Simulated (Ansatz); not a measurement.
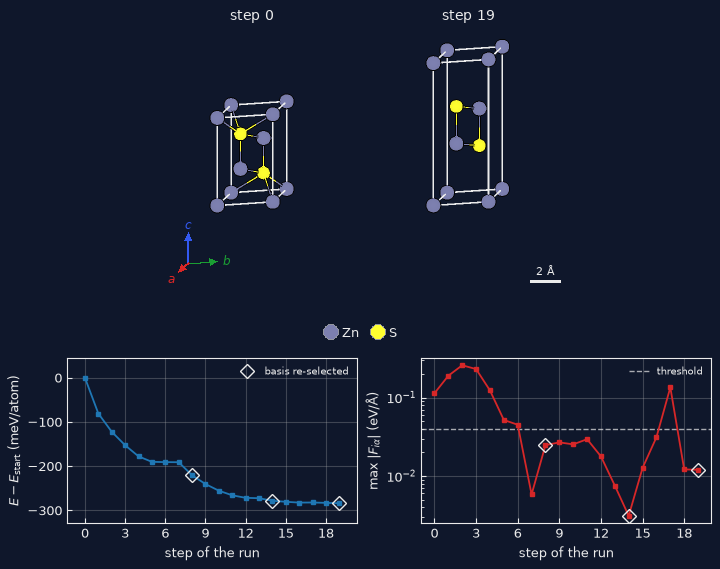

First and last geometry of a relaxation of crystalline Zn3S2 (built on the A-type sesquioxide_164 type) (coarse preliminary run), with the history of the run. The picture is a ball-and-stick view of the cell of the calculation, seen slightly off an axis.

Case: anti-A-type sesquioxide type (P-3m1, No. 164).

Level of theory: Ansatz, DFT PBE, scalar-relativistic, plane waves, PAW.

The input:
```yaml
crystal:
  lattice:
    - [3.94043572, 0.0, 0.0]
    - [-1.97021786, 3.4125174355, 0.0]
    - [0.0, 0.0, 6.1306779095]
  atoms:
    - { symbol: Zn, position: [0.0, 0.0, 0.0] }
    - { symbol: Zn, position: [0.3333333333, 0.6666666667, 0.645] }
    - { symbol: Zn, position: [0.6666666667, 0.3333333333, 0.355] }
    - { symbol: S, position: [0.3333333333, 0.6666666667, 0.245] }
    - { symbol: S, position: [0.6666666667, 0.3333333333, 0.755] }
basis:
  ecutwfc: 420
kpoints:
  mp_grid: { grid: [6, 6, 4] }
hamiltonian:
  xc: pbe
scf:
  occupations: { method: gaussian, width: 0.1 }
  lower_state_search: "off"
output:
  forces: true
  stress: true
  eigenvalues: true
relax:
  adjacent_minimum: "off"
  f_tol: 0.04
  max_steps: 70
  cell: { stress_tol: 0.4 }
```

### Read the history and describe the run.

It converged. The energy falls by 284 meV per atom in 16 accepted moves (19 points after the start). Largest force component: 0.11 eV/Å at the start, 0.012 eV/Å at the end. Pressure: 11.11 GPa at the start and 0.04 GPa at the end. The SCF was repeated 3 times at an unchanged geometry on a basis and grid sized afresh for the cell, which shifted the energy by 29.4 meV per atom at most. The largest moves relative to the cell, 0.97 Å, are those of S4 and S5. S5 goes along −c. Largest moves by element: S 0.97 Å, Zn 0.41 Å. The drawn cell changes as follows: a = b 3.940 → 3.909 Å (−0.8 %), c 6.131 → 9.964 Å (+62.5 %); the volume changes by +60.0 %. Near-neighbour distances that change, for instance: Zn1–S4 2.726 → 4.094 Å, Zn2–S4 2.452 → 2.602 Å, Zn2–S5 2.373 → 2.319 Å. Bonds break: Zn1–S4 (2.73 → 4.09 Å), Zn1–S5 (2.73 → 4.09 Å). Among the angles between lasting bonds that change: Zn2–S4–Zn3 73.5° → 76.8°, S4–Zn3–S5 106.5° → 103.2°, Zn3–S4–Zn3 112.3° → 114.9°. The space group stays P-3m1 (No. 164).
